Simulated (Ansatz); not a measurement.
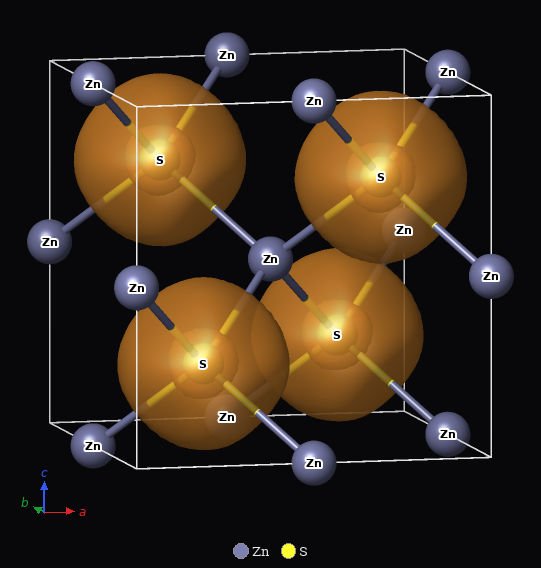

The picture shows: ZnS. Isosurface of the electron localisation function at 0.65 (orange), seen slightly off an axis. Core shells and regions of very low density are left out. Sticks mark near contacts.

Space group F-43m; changed on purpose from its base cell (all S atoms moved 0.5 A in one direction; relaxed back).

The calculation used DFT r2SCAN, scalar-relativistic, plane waves, PAW (Ansatz).

Core electrons are frozen (PAW), and the valence fields are smoothed inside the atomic spheres.

```cif
data_structure
_symmetry_space_group_name_H-M 'P 1'
_symmetry_Int_Tables_number 1
_cell_length_a 5.3908
_cell_length_b 5.3866
_cell_length_c 5.3900
_cell_angle_alpha 90.016
_cell_angle_beta 89.973
_cell_angle_gamma 89.975
_cell_volume 156.51
loop_
_atom_site_label
_atom_site_type_symbol
_atom_site_fract_x
_atom_site_fract_y
_atom_site_fract_z
_atom_site_occupancy
Zn1 Zn 0.50000 0.00000 0.00000 1
Zn2 Zn 0.00000 0.50000 0.00000 1
Zn3 Zn 0.00000 0.00000 0.50000 1
Zn4 Zn 0.50000 0.50000 0.50000 1
S1 S 0.24977 0.25024 0.25034 1
S2 S 0.74977 0.75024 0.25034 1
S3 S 0.74977 0.25024 0.75034 1
S4 S 0.24977 0.75024 0.75034 1
```

### Describe the localisation domains.

The ELF exceeds this value in four regions wrapped around S (the valence shell of each), counted in one cell of 8 atoms. Regions shared between cells count once.

Values along the shortest contacts:
Zn–S (2.33 Å): the ELF peaks at about 0.90 in the valence shell of S, 0.8 Å from its nucleus, and is about 0.60 at the midpoint.
